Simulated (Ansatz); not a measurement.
## Run report: Ta, single-point calculation

System: Ta (Im-3m, 2 atoms in the cell).
Method: DFT, PBE, plane waves, norm-conserving potentials, spin-orbit coupling (Ansatz 0.2.0).

The structure derives from an entry of the Crystallography Open Database.

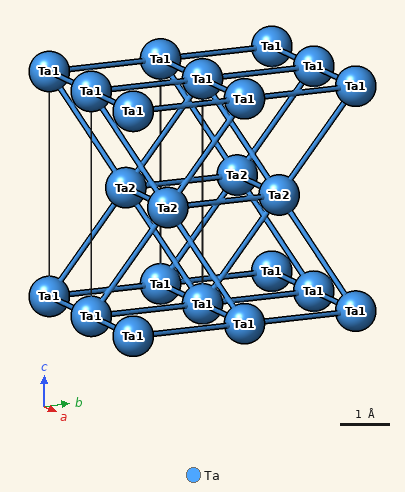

**Figure 1.** The structure (ball-and-stick view of the cell of the calculation, repeated 2 × 2 × 1, seen slightly off an axis; atoms are numbered from 1 in the order of the input). An atom can appear more than once, as a periodic image. Near neighbours in the periodic cell (some may lie outside the picture): Ta has 8 Ta at 2.87 Å.

What the run reported

| quantity | value |
| --- | --- |
| outcome | refused by the program |
| space group (tolerance 0.01 Å) | Im-3m (229) |
| hardware | 2 threads of Intel Xeon @ 2.50GHz (Skylake/Cascade Lake), 189 GiB of memory available, shared host |

This input holds a deliberate fault: spin-orbit coupling on scalar files (`magnetization` and `hamiltonian.pseudopotentials`). The program refused the input: “2 input errors — fix all and re-run 1. inconsistent input (magnetization.spin_orbit, magnetization.noncollinear): true requires noncollinear: true — spin–orbit coupling acts on 2-spinor wavefunctions; set both flags 2 …”

The input
```yaml
crystal:
  lattice:
    - [-1.6593948201, 1.6593948201, 1.6593948201]
    - [1.6593948201, -1.6593948201, 1.6593948201]
    - [3.3187896402, 3.3187896402, 0.0]
  atoms:
    - { symbol: Ta, position: [0.0, 0.0, 0.0] }
    - { symbol: Ta, position: [0.5, 0.5, 0.5] }
basis:
  ecutwfc: 420
kpoints:
  mp_grid: { grid: [22, 22, 14] }
hamiltonian:
  xc: pbe
  pseudopotentials: { kind: nc }
scf:
  occupations: { method: gaussian, width: 0.15 }
  max_iter: 50
output:
  forces: true
  eigenvalues: true
  stress: true
magnetization:
  spin_polarized: true
  spin_orbit: true
```

Command:
```bash
ansatz run input.yaml --threads 2 --pin off --max-ram 5120MiB --backend cpu --events-out ev --progress --plain --runs-dir out
```

Log
```
Error: 2 input errors — fix all and re-run
  1. inconsistent input (magnetization.spin_orbit, magnetization.noncollinear): true requires noncollinear: true — spin–orbit coupling acts on 2-spinor wavefunctions; set both flags
  2. inconsistent input (magnetization.spin_orbit, hamiltonian.pseudopotentials.kind): true requires a fully-relativistic hamiltonian.pseudopotentials.kind (nc_fr or paw_fr), or kind: all_electron without datasets and azcp, which then solves Dirac's equation on LAPW. paw_fr resolves this project's PAW files (source: ansatz) by j as it reads them
```
